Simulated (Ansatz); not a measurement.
## Single-point calculation, with input and output: CoO

System: CoO (Fm-3m, 2 atoms in the cell).
Method: DFT PBE, scalar-relativistic, plane waves, PAW, spin-polarised (Ansatz 0.2.0).

The structure derives from an entry of the Crystallography Open Database. Figures and captions count atoms from 1; the log counts them from 0 in places.

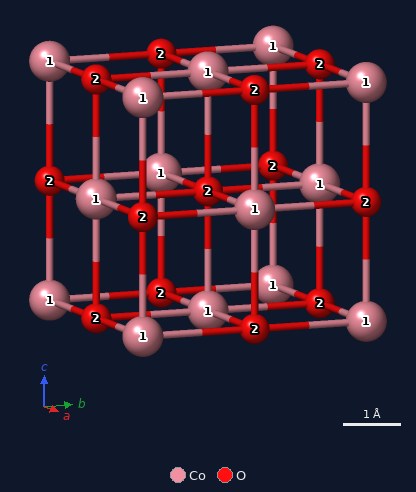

Fig. 1: The input geometry (ball-and-stick view of the cell 4 times as large as that of the calculation, set on its symmetry axes, seen slightly off an axis; atoms are numbered from 1 in the order of the input). An atom can appear more than once, as a periodic image. Near neighbours in the periodic cell (some may lie outside the picture): Co has 6 O at 2.13 Å; O has 6 Co at 2.13 Å.

### Input
```yaml
crystal:
  lattice:
    - [0.0, 2.1315, 2.1315]
    - [2.1315, 0.0, 2.1315]
    - [2.1315, 2.1315, 0.0]
  atoms:
    - { symbol: Co, position: [0.0, 0.0, 0.0], spin: 3.0 }
    - { symbol: O, position: [0.5, 0.5, 0.5] }
basis:
  ecutwfc: 420
  ecutrho_ratio: 4
kpoints:
  mp_grid: { grid: [14, 14, 14] }
hamiltonian:
  xc: pbe
scf:
  occupations: { method: gaussian, width: 0.05 }
output:
  forces: true
  stress: true
  eigenvalues: true
  populations: true
magnetization:
  spin_polarized: true
```

Machine: 1 thread of Intel Xeon @ 2.50GHz (Skylake/Cascade Lake), 64 GiB of memory available, shared host.

Launch command:
```bash
ansatz run input.yaml --threads 1 --pin off --max-ram 2560MiB --backend cpu --events-out ev --progress --plain --runs-dir out
```

### The program's output
```
Engine: ansatz 0.2.0, x86_64-unknown-linux-gnu
Pseudopotentials: kind: paw
Pseudopotential: Co, paw, valence charge 17, recommended cutoff 420 eV (normal), Co.paw.azcp
Pseudopotential: O, paw, valence charge 6, recommended cutoff 420 eV (normal), O.paw.azcp
Functional definition: PBE
  parameter kappa = 0.804
  parameter beta = 0.06672455060314922
  exchange = pbe_x(kappa = kappa, mu = beta*pi^2/3)
  correlation = pbe_c(beta = beta)
Crystal: 2 atoms, lattice volume = 19.368 Å³
Basis set: ecut = 420 eV, 339 PW (Γ), exchange–correlation on 48×48×48 points (8 copies of the dense FFT grid, shifted against one another)
Bands: 17, of which v1, the nominal top of the filled ones, is band 12 counted from 1 (11 counted from 0)
Symmetry: 48 space group operations
Space group: Fm-3m (ITA 225), of the structure as read, at distance tolerance 2.7e-5 Å
Magnetic group: BNS 225.116 (UNI 1618), of the structure as read, at distance tolerance 2.7e-5 Å
k-points: 104 of 2744
Non-local potential: Co, projectors of the file, l = 0: 3, l = 1: 2, l = 2: 3, l = 3: 1
Non-local potential: O, projectors of the file, l = 0: 2, l = 1: 2, l = 2: 1
PAW form: soft (Blöchl's): semilocal exchange-correlation on the pseudo side does not see the compensation charge
PAW one-centre angular grid: Co, 590 points (default); XC on 64 Gauss nodes
PAW one-centre angular grid: O, 110 points (default); XC on 64 Gauss nodes
Initial density: superposition of atomic densities (chi_scale 0.1, normalization cell, long waves kept (reshape's long-wave potential 0.00 eV rms))
Starting moments: Σ|m| = 3 μB on 1 of 2 sites
Initial wavefunctions: pseudopotential atomic-orbital guess
Functional: x = pbe(κ = 0.804, μ = 0.2195149727645171), c = pbe(β = 0.06672455060314922)
SCF iter   1: F=—  HF=-5691.389306 eV  |F-HF|=—  |Δ(HF+E_count)|=         —  Δρ=1.63e-1 (↑4.65e-2 ↓1.63e-1)  dr2=5.68e0  dr2_m=7.72e-1  M=2.326 μB ∫|m|=2.326 μB  β_m=0.30  ethr=3.10e-3  ⟨swp⟩=5.6  Hψ=15446  notcnv=0
Mixer restart at iter 1: flushing history
preconditioner: auto → none  [metal: Δε(μ)=0.009 eV  Ē_g=13.177 eV  σ=0.050 eV  W_gap=0.11  n_scr=8 (ndim 8)  ℏωp=32.7 eV  f_vac=0.000  D(μ)=4.54/eV (n_scr^D=88)  sad-step TF]
SCF iter   2: F=—  HF=-5691.816419 eV  |F-HF|=—  |Δ(HF+E_count)|=   4.27e-1  Δρ=4.57e-2 (↑3.23e-2 ↓4.57e-2)  dr2=5.16e-1  dr2_m=1.11e-1  M=2.823 μB ∫|m|=2.824 μB  β_m=0.34  ethr=3.10e-3  ⟨swp⟩=2.8  Hψ=8777  notcnv=0  defer=153
SCF iter   3: F=—  HF=-5692.010961 eV  |F-HF|=—  |Δ(HF+E_count)|=   1.95e-1  Δρ=3.26e-2 (↑2.38e-2 ↓3.26e-2)  dr2=6.82e-2  dr2_m=9.40e-2  M=2.958 μB ∫|m|=2.960 μB  β_m=0.64  ethr=2.24e-3  ⟨swp⟩=2.1  Hψ=6149  notcnv=0  defer=126
SCF iter   4: F=—  HF=-5692.070485 eV  |F-HF|=—  |Δ(HF+E_count)|=         —  Δρ=8.40e-3 (↑8.40e-3 ↓6.27e-3)  dr2=4.91e-3  dr2_m=7.51e-3  M=2.952 μB ∫|m|=2.962 μB  β_m=0.64  ethr=2.96e-4  ⟨swp⟩=3.0  Hψ=6426  notcnv=0  defer=126
Mixer restart at iter 4: flushing history
SCF iter   5: F=—  HF=-5692.095182 eV  |F-HF|=—  |Δ(HF+E_count)|=   2.47e-2  Δρ=6.37e-3 (↑4.13e-3 ↓6.37e-3)  dr2=5.66e-3  dr2_m=2.54e-3  M=2.970 μB ∫|m|=2.983 μB  β_m=0.79  ethr=2.14e-5  ⟨swp⟩=2.6  Hψ=8373  notcnv=0  defer=130
SCF iter   6: F=—  HF=-5692.103713 eV  |F-HF|=—  |Δ(HF+E_count)|=   8.53e-3  Δρ=5.83e-3 (↑4.00e-3 ↓5.83e-3)  dr2=1.03e-2  dr2_m=3.57e-4  M=2.954 μB ∫|m|=2.968 μB  β_m=0.63  ethr=2.14e-5  ⟨swp⟩=2.0  Hψ=6942  notcnv=0  defer=130
SCF iter   7: F=—  HF=-5692.101225 eV  |F-HF|=—  |Δ(HF+E_count)|=   2.49e-3  Δρ=1.28e-3 (↑9.64e-4 ↓1.28e-3)  dr2=2.25e-4  dr2_m=1.80e-4  M=2.972 μB ∫|m|=2.988 μB  β_m=0.72  ethr=2.14e-5  ⟨swp⟩=2.7  Hψ=7788  notcnv=0  defer=132
SCF iter   8: F=—  HF=-5692.101303 eV  |F-HF|=—  |Δ(HF+E_count)|=   7.89e-5  Δρ=4.71e-4 (↑3.84e-4 ↓4.71e-4)  dr2=6.95e-5  dr2_m=3.37e-6  M=2.971 μB ∫|m|=2.988 μB  β_m=0.65  ethr=9.79e-7  ⟨swp⟩=2.0  Hψ=5287  notcnv=0  defer=132
SCF iter   9: F=—  HF=-5692.101309 eV  |F-HF|=—  |Δ(HF+E_count)|=   5.09e-6  Δρ=9.60e-5 (↑9.60e-5 ↓6.25e-5)  dr2=2.31e-7  dr2_m=1.08e-6  M=2.972 μB ∫|m|=2.988 μB  β_m=0.80  ethr=3.02e-7  ⟨swp⟩=2.0  Hψ=5123  notcnv=0  defer=132
SCF iter  10: F=—  HF=-5692.101309 eV  |F-HF|=—  |Δ(HF+E_count)|=   5.16e-8  Δρ=1.48e-5 (↑7.86e-6 ↓1.48e-5)  dr2=5.88e-8  dr2_m=1.03e-8  M=2.972 μB ∫|m|=2.988 μB  β_m=0.86  ethr=1.01e-9  ⟨swp⟩=2.3  Hψ=5794  notcnv=0  defer=132
SCF iter  11: F=-5692.101309 eV  HF=-5692.101309 eV  |F-HF|=6.55e-11  |Δ(HF+E_count)|=   2.78e-8  Δρ=2.20e-6 (↑8.92e-7 ↓2.20e-6)  dr2=3.33e-10  dr2_m=3.72e-10  M=2.972 μB ∫|m|=2.988 μB  ethr=2.55e-10  ⟨swp⟩=4.5  Hψ=13593  notcnv=0
SCF 1 converged in 11 iterations: F = -5692.101309 eV  dr2 = 3.33e-10
  greatest PAW one-centre occupation: 1.004 electrons in one spin orbital (limit 2), on the Co atom at site 0 (counted from 0), in its partial waves of l = 1
```

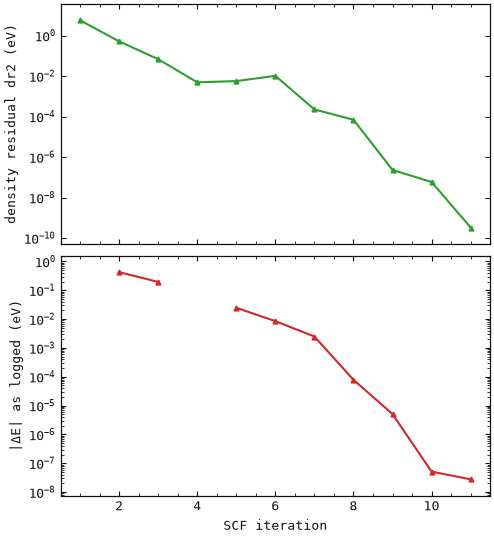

Fig. 2: Convergence of the self-consistent field: density residual dr2 and size of the energy change against the SCF iteration. The residual falls almost steadily, with no more than small rises.

```
SCF converged after 11 iterations
Magnetization: 2.9717 μB (12.9859 up, 10.0141 down)
Absolute magnetization: 2.9883 μB (∫|ρ↑−ρ↓|, with the PAW one-centre terms)
Spin contamination: 0.0069 ħ² per cell (⟨S²⟩ above its minimum at these occupations)
Per-site moments (μB) at R_I (Å): [(2.5212985932695005, 0.87924375), (0.33475710330735137, 0.87924375)]
Free energy (F): -5692.101309 eV
Harris-Foulkes:  -5692.101309 eV  (|F-HF|=6.55e-11)
Internal energy: -5692.096800 eV  (E = F + TS)
E sigma→0 (E₀):  -5692.099054 eV
Entropy (-TS):   -0.004509 eV (-2.254 meV/atom)
Fermi energy:    13.852976 eV
--- Per-component energies (eV) ---
  E_band       = -306.398821
  E_kinetic    = 617.309927
  E_local      = -3436.711461  (includes V_loc(G=0)·N_el)
  E_nonlocal   = 514.152131
  E_hartree    = 1410.676946
  E_xc         = -228.581780
  E_vxc        = -293.755476  (∫ρ·V_xc dr)
  E_paw        = -1676.880010  (= ΣΔE_a)
  E_vpaw       = -528.751599  (= ΣTr[D̂ρ^β])
  E_aug_tail   = 0.002513  (compensation charges beyond the density's cutoff)
  E_ewald      = -2892.065066
  E_smearing   = -0.004509  (= −TS)
  E_closure    = 0.000000  (closes the sum)
  Σ components = -5692.101309   (vs F -5692.101309, Δ=0.00e0)
--- Forces (eV/Å), atoms counted from 1 ---
  atom   1  Co    -0.00000000     0.00000000     0.00000000
  atom   2  O      0.00000000    -0.00000000     0.00000000
  max |Σ_I F_I| component: 1.01e-29 eV/Å
--- Stress (GPa, compression-positive) ---
       -1.680452       0.000000      -0.000000
       -0.000000      -1.680452      -0.000000
        0.000000       0.000000      -1.680452
  P = ⅓ Tr σ = -1.6805 GPa (-16.805 kbar)
--- Band table (eV; the first three rows and the last of 208) ---
  k-point 0 ↑: bands = ["-83.0713", "-46.3342", "-46.3342", "-46.3342", "-6.3861", "10.5350", "10.5350", "10.6861", "10.6861", "10.6861", "10.7282", "10.7282", "10.7282", "14.7383", "30.5651", "31.8279", "31.8279"]
  k-point 1 ↑: bands = ["-83.0712", "-46.3360", "-46.3344", "-46.3344", "-6.3329", "9.9598", "9.9598", "10.0452", "10.7399", "10.7399", "11.0199", "11.3034", "11.3034", "15.1166", "29.3914", "31.6453", "31.6453"]
  k-point 2 ↑: bands = ["-83.0707", "-46.3412", "-46.3351", "-46.3351", "-6.1803", "9.0984", "9.3565", "9.3565", "10.8375", "10.8375", "11.1911", "11.9646", "11.9646", "15.9822", "27.6596", "30.9519", "30.9519"]
  k-point 103 ↓: bands = ["-79.9674", "-43.3326", "-43.3273", "-43.3185", "-4.4351", "8.0159", "8.4750", "8.8700", "13.2388", "13.6504", "13.9868", "14.7534", "15.4581", "22.5701", "24.1619", "24.4810", "27.2501"]
--- Löwdin populations: 2 sites ---
  site symbol       q [e]    m [muB]
     0     Co     15.9007     2.5569
     1      O      6.9774     0.4197
  spilling = 0.005302 (of n_electrons = 23.000000)
```

### File populations.tsv
```
# site	symbol	l	j	q_up	q_dn
# orbitals = lowdin
# n_electrons = 23.000000
# spilling = 0.005302
0	Co	0_3S	-	0.996386	0.996512
0	Co	0_4S	-	0.253054	0.233287
0	Co	1_3P	-	2.999250	2.998701
0	Co	2_3D	-	4.980123	2.443399
1	O	0_2S	-	0.942483	0.900268
1	O	1_2P	-	2.756025	2.378577
```

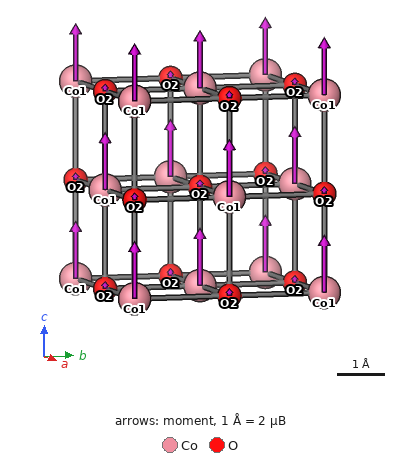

Fig. 3: Magnetic moments of the sites as pink arrows (ball-and-stick view of the cell 4 times as large as that of the calculation, set on its symmetry axes, seen slightly off an axis; atoms are numbered from 1 in the order of the input); small moments hardly show. The run is collinear, so the axis drawn is arbitrary. Site moments: Co1 (2.52 μB); O2 (0.33 μB). They are counted near the atoms and needn't add up to the moment of the cell.

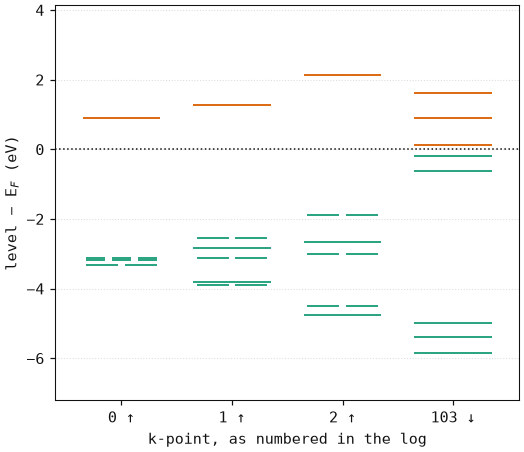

Fig. 4: Kohn–Sham levels near the Fermi level (dotted) at the few k-points that the log prints; levels within 0.02 eV of each other stand side by side. The system is metallic on the full mesh.

### Key numbers

| quantity | value |
| --- | --- |
| outcome | converged |
| space group (tolerance 0.01 Å) | Fm-3m (225) |
| electrons treated | 23 |
| free energy | −5692.1013 eV |
| Fermi energy | 13.853 eV |
| gap on the k-point mesh | none (metallic) |
| net moment of the cell | 2.97 μB |
| integrated absolute moment | 2.99 μB |
| pressure | −1.68 GPa |
| largest force (length of the vector) | under 0.001 eV/Å |
| wall time | 9 s |
| peak memory | 0.38 GiB |
